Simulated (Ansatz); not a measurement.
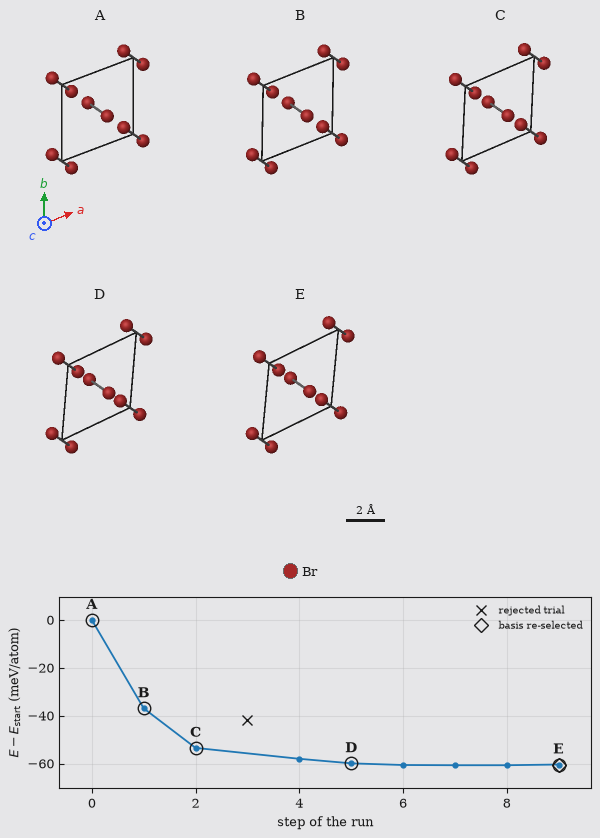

Frames of a relaxation of a crystal of Br (set up in Cmce), marked on the history of the run. A ball-and-stick model of the cell of the calculation, seen along the c axis.

The run lets cell and atoms move.

Method: Kohn-Sham DFT of a periodic cell, PBEsol, Ansatz PAW (Ansatz 0.2.0).

The input:
```yaml
crystal:
  lattice:
    - [3.36325, -2.32255, 0.0]
    - [3.36325, 2.32255, 0.0]
    - [0.0, 0.0, 8.7023]
  atoms:
    - { symbol: Br, position: [0.3651, 0.6349, 0.3901] }
    - { symbol: Br, position: [0.1349, 0.8651, 0.8901] }
    - { symbol: Br, position: [0.6349, 0.3651, 0.6099] }
    - { symbol: Br, position: [0.8651, 0.1349, 0.1099] }
hamiltonian:
  xc: pbesol
  pseudopotentials: { kind: paw }
kpoints:
  mp_grid: { grid: [7, 7, 3] }
scf:
  occupations: { method: fermi_dirac, width: 0.05 }
output:
  forces: true
  stress: true
  eigenvalues: true
  write_density: true
  write_potential: true
  elf: true
  volumetric_format: npy
relax:
  f_tol: 0.01
  max_steps: 40
  cell: { stress_tol: 0.05 }
```

Launched with:
```bash
ansatz run input.yaml --threads 2 --pin off --max-ram 5632MiB --backend cpu --events-out ev --progress --plain --runs-dir out
```

### Describe the path.

The largest moves relative to the cell, 0.12 Å, are those of Br atoms. The volume changes by −9.1 %, with a = b 4.087 → 4.125 Å (+0.9 %), c 8.702 → 8.526 Å (−2.0 %), γ 69.3° → 58.4°. Some distances before and after: Br–Br 3.367 → 2.994 Å, Br–Br 2.287 → 2.396 Å. The space group stays Cmce (No. 64). Over 7 accepted moves (9 points after the start) the energy falls by 60.4 meV per atom. Largest force component: 0.65 eV/Å at the start, 0.0016 eV/Å at the end. The pressure goes from 0.11 to −0.01 GPa. The line search rejected the trial step at point 3 of the run. At 1 point the geometry stayed and the basis and grid were re-selected for the new cell (energy shift of 0.3 meV per atom at most each time). Cost: 28 s on 2 threads of Arm Neoverse V2, with other jobs on the host, peak memory 0.4 GiB. From step 0 to 1: Br atoms move most (0.08 Å), volume −8.2 %, energy −36.9 meV per atom. From step 1 to 2: Br atoms move most (0.06 Å), volume −4.4 %, energy −16.5 meV per atom. From step 2 to 5: Br atoms move most (0.03 Å), energy −6.5 meV per atom. From step 5 to 9: volume +3.5 %, energy −0.5 meV per atom.

```tsv
step	E − E(0), meV/atom	largest force component, eV/Å	pressure, GPa	volume, Å³/atom	note
0	0.00	0.6496	0.11	33.988	
1	-36.92	0.2826	0.51	31.216	
2	-53.44	0.1107	0.48	29.850	
3	-41.81	0.2838	-0.94	30.906	rejected
4	-57.99	0.0483	0.27	29.832	
5	-59.89	0.0173	0.22	29.858	
6	-60.59	0.0159	0.00	30.566	
7	-60.68	0.0077	0.00	30.822	
8	-60.68	0.0019	-0.01	30.895	
9	-60.38	0.0016	-0.01	30.895	same geometry, new basis
```

Limits of the set-up: layers or molecules are held without a dispersion correction, so their spacing is unreliable.
